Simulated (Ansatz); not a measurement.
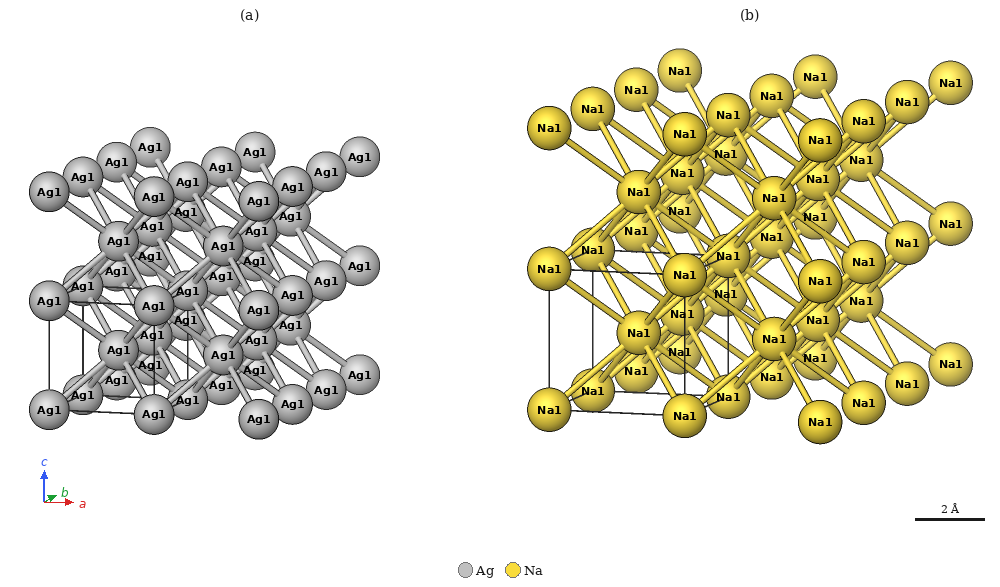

Left: a crystal of Ag (set up in Im-3m). Right: the same structure after one change, at the same scale. A ball-and-stick model of the conventional cell (2 times the calculation's cell), repeated 2 × 3 × 2 with one cell outlined, seen slightly off an axis. Lengths and directions refer to the drawn axes.

All numbers below come from DFT PBEsol, scalar-relativistic, plane waves, PAW (Ansatz). (plane-wave cutoff 420 eV; occupations gaussian; smearing width 0.1 eV; no spin polarisation) The k-mesh is chosen for each cell (18×18×18, 14×14×14).

What distinguishes the right structure from the left one?

Every silver atom is replaced by sodium, which gives Na. Cell and atoms are relaxed again (to zero pressure within 0.1 GPa, forces under 0.01 eV/Å).

How do the computed properties respond?

The volume per atom goes from 16.77 to 36.22 Å³. The volume changes by +115.9 %, with a = b = c 3.225 → 4.169 Å (+29.3 %). The space group stays Im-3m (No. 229).
